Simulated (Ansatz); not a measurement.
Read the following structure.

```
CELL_PARAMETERS angstrom
3.83920 0.00000 0.00000
0.00000 3.83920 0.00000
0.00000 0.00000 3.83920
ATOMIC_POSITIONS crystal
K 0.00000 0.00000 0.00000
Cl 0.50000 0.50000 0.50000
```

> What does this file describe?

The structure is one of KCl. Its lattice is primitive cubic, its space group Pm-3m (No. 221). Structure type: caesium chloride (CsCl, B2) type. In the cell are 1 K, 1 Cl, which makes 1 formula unit. Each K has eight Cl in a cubic arrangement at 3.32 Å. Each Cl atom is coordinated by eight K in a cubic arrangement at 3.32 Å. The bonds build a three-dimensional framework.

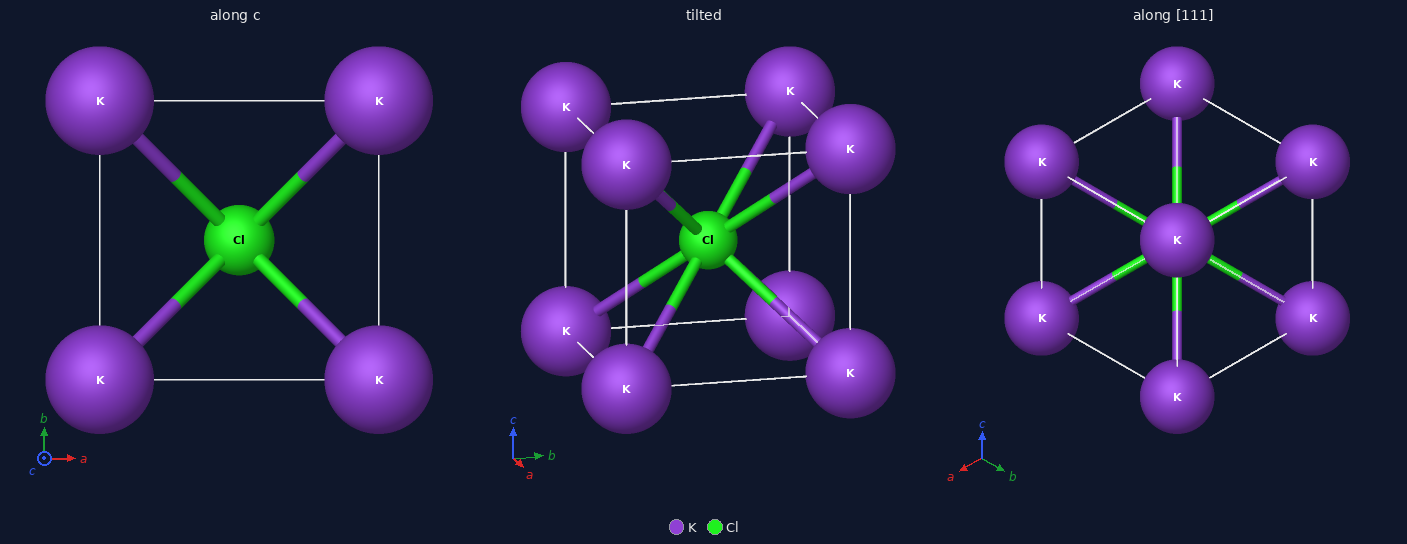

The structure above is drawn in ball-and-stick style and viewed along the c axis, slightly off an axis and along [111]. Lines trace the edges of the conventional unit cell.

The structure was taken from a structure listed in the Materials Project. Earlier steps of the study may have refined or changed the cell and positions. Ansatz was used for an electronic-structure calculation on it.
